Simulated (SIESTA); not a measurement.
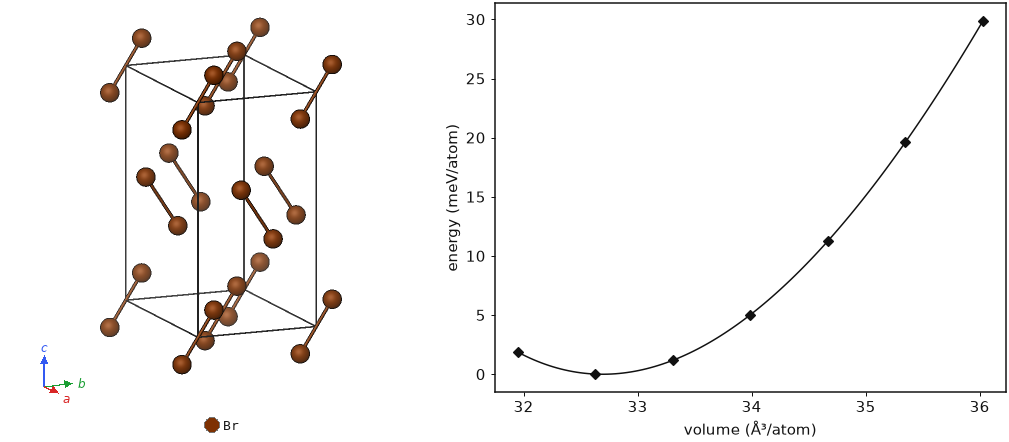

The picture above shows the energy against volume for Br, space group Cmce (No. 64). The conventional cell is drawn beside the plot.

Cell as given: a = 4.087 Å, b = 4.087 Å, c = 8.702 Å, α = 90.00°, β = 90.00°, γ = 69.26°; 4 atoms.

Method: DFT in numerical atomic orbitals with pseudopotentials, no spin polarisation; energies at scaled volumes of the given cell, shape and fractions fixed, counted from the fit's minimum, third-order Birch-Murnaghan fit (SIESTA 5.4.2). Level: LDA.

- k mesh: 7×7×3
- occupations: Fermi–Dirac
- smearing width: 0.05 eV
- potentials: PseudoDojo 0.4 standard, converted to PSML, two zetas on semicore shells
- program settings: basis DZP, mesh cutoff 500 Ry

Q: Give the fitted equation-of-state parameters.

A: A third-order Birch–Murnaghan fit gives V0 = 32.69 Å³/atom, B0 = 33.8 GPa and B′ = 4.7.

Limits of the calculation: mulliken charges of long orbitals; shape and atomic fractions are frozen while scaling, which makes layered, chain and framework solids too stiff.
